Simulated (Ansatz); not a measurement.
# Energy of W along an even scaling of the cell

System: W (P6/mmm, 3 atoms in the cell).
Method: DFT, revPBE, plane waves (420 eV) with PAW, scalar-relativistic, no spin polarisation (Ansatz 0.2.0).

The 6 runs differ only in the geometry, by an even scaling of the cell at fixed fractional positions.

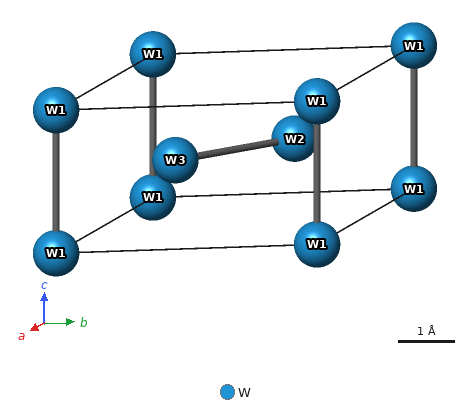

Figure 1. The structure of run 4 (ball-and-stick view of the cell of the calculation, seen slightly off an axis; atoms are numbered from 1 in the order of the input).

## Input of run 4
```yaml
crystal:
  lattice:
    - [4.7633324082, 0.0, 0.0]
    - [-2.3816662041, 4.1251668721, 0.0]
    - [0.0, 0.0, 2.6523724676]
  atoms:
    - { symbol: W, position: [0.0, 1.0, 0.0] }
    - { symbol: W, position: [0.3333333333, 0.6666666667, 0.5] }
    - { symbol: W, position: [0.6666666667, 0.3333333333, 0.5] }
hamiltonian:
  xc: revpbe
  pseudopotentials:
    kind: paw
    azcp:
      W: "pseudopotentials/W.paw.azcp"
basis:
  ecutwfc: 420
  fft_grid_basis: typed
kpoints:
  mp_grid: { grid: [9, 9, 13], shift: [0, 0, 0] }
magnetization:
  spin_polarized: false
scf:
  occupations: { method: fermi_dirac, width: 0.1 }
  lower_state_search: "off"
output:
  stress: true
  write_density: true
  write_potential: true
  elf: true
  volumetric_format: npy
```

Run 5 differs from it as follows:
```diff
-    - [4.7633324082, 0.0, 0.0]
-    - [-2.3816662041, 4.1251668721, 0.0]
-    - [0.0, 0.0, 2.6523724676]
+    - [4.8236341566, 0.0, 0.0]
+    - [-2.4118170783, 4.1773897182, 0.0]
+    - [0.0, 0.0, 2.6859503672]
```

## Results, with one run withheld

```csv
run,volume per atom (Å³),"free energy per atom, from the lowest run given (meV)",pressure (GPa)
1,15.368,104.41,26.75
2,16.036,24.53,12.06
3,16.704,0.00,0.11
4,17.373,20.50,−9.61
5,18.041,?,?
6,18.709,164.44,−23.90
```

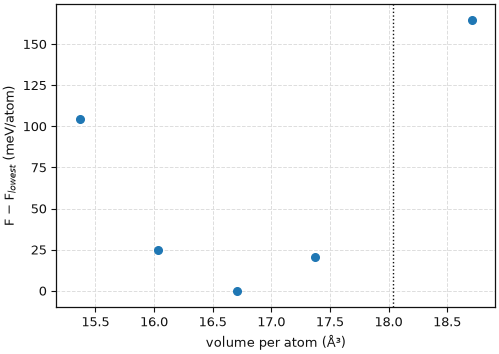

Figure 2. Free energy per atom of the runs given; the dotted line marks run 5.

What should run 5 give?

A cubic polynomial in V^(−2/3) (the Birch–Murnaghan form), fitted to the 5 runs given, misses them by under 0.01 meV per atom. With x = V^(−2/3) − 0.15261 Å⁻², it reads F = 0.1911 − 1016.4 x + 1.3437e+06 x² + 7.4841e+05 x³ (meV per atom). At run 5 it gives 77.58 meV per atom, and the run itself gives 77.62. The slope of the fit gives a pressure −dF/dV of −17.51 GPa there, and the run prints −17.51 GPa. The fit has its minimum at 16.711 Å³ per atom, where V d²F/dV² gives 268 GPa. Cell shape and fractional positions are held, so this is the stiffness under even scaling; the relaxed bulk modulus wasn't computed.

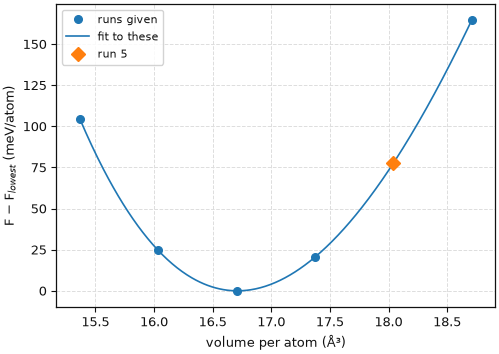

Figure 3. The fit and the withheld run.

## Output, shortened to warnings, some set-up lines, iterations and results (run 5)
```
Basis set: ecut = 420 eV, 1053 PW (Γ)
Symmetry: 24 space group operations
k-points: 84 of 1053
Initial density: superposition of atomic densities (neutral atoms: chi_scale 0, normalization atom), corrected by the library's trained network
[...]
SCF iter   1: F=—  HF=-31179.857059 eV  |F-HF|=—  |Δ(HF+E_count)|=         —  Δρ=7.10e-3  dr2=2.17e-2  ethr=1.77e-3  ⟨swp⟩=4.9  Hψ=8599  notcnv=0
SCF iter   2: F=—  HF=-31179.855339 eV  |F-HF|=—  |Δ(HF+E_count)|=   1.72e-3  Δρ=4.07e-3  dr2=7.30e-3  ethr=5.16e-5  ⟨swp⟩=1.3  Hψ=2973  notcnv=0
SCF iter   3: F=—  HF=-31179.854567 eV  |F-HF|=—  |Δ(HF+E_count)|=   7.72e-4  Δρ=4.44e-4  dr2=7.87e-5  ethr=1.74e-5  ⟨swp⟩=2.4  Hψ=3046  notcnv=0
SCF iter   4: F=—  HF=-31179.854567 eV  |F-HF|=—  |Δ(HF+E_count)|=   3.92e-7  Δρ=7.44e-5  dr2=1.48e-6  ethr=1.87e-7  ⟨swp⟩=2.1  Hψ=3350  notcnv=0
SCF iter   5: F=-31179.854567 eV  HF=-31179.854567 eV  |F-HF|=1.86e-8  |Δ(HF+E_count)|=   4.27e-7  Δρ=1.56e-5  dr2=7.19e-8  ethr=3.51e-9  ⟨swp⟩=2.0  Hψ=3321  notcnv=0
SCF iter   6: F=-31179.854567 eV  HF=-31179.854567 eV  |F-HF|=2.58e-10  |Δ(HF+E_count)|=   2.85e-8  Δρ=1.87e-6  dr2=1.65e-9  ethr=1.71e-10  ⟨swp⟩=5.9  Hψ=13132  notcnv=0
SCF 1 converged in 6 iterations: F = -31179.854567 eV  dr2 = 1.65e-9
SCF converged after 6 iterations
Free energy (F): -31179.854567 eV
Harris-Foulkes:  -31179.854567 eV  (|F-HF|=2.58e-10)
Internal energy: -31179.729389 eV  (E = F + TS)
E sigma→0 (E₀):  -31179.791978 eV
Entropy (-TS):   -0.125178 eV (-41.726 meV/atom)
Fermi energy:    19.357032 eV
--- Per-component energies (eV) ---
  E_band       = -366.734313
  E_kinetic    = 1336.626091
  E_local      = -2089.436449  (includes V_loc(G=0)·N_el)
  E_nonlocal   = 0.657050
  E_hartree    = 733.183992
  E_xc         = -795.903463
  E_vxc        = -708.619750  (∫ρ·V_xc dr)
  E_paw        = -25713.312321  (= ΣΔE_a)
  E_vpaw       = -372.329156  (= ΣTr[D̂ρ^β])
  E_aug_tail   = -0.000184  (compensation charges beyond the density's cutoff)
  E_ewald      = -4651.506594
  E_core_change = -0.037509  (= ΣΔE_core)
  E_smearing   = -0.125178  (= −TS)
  E_closure    = 0.000000  (closes the sum)
  Σ components = -31179.854567   (vs F -31179.854567, Δ=0.00e0)
--- Stress (GPa, compression-positive) ---
      -16.467133       0.000000       0.000000
       -0.000000     -16.467133       0.000000
        0.000000       0.000000     -19.586636
  P = ⅓ Tr σ = -17.5070 GPa (-175.070 kbar)
```

Notes: Spin–orbit coupling is left out, which matters for W.
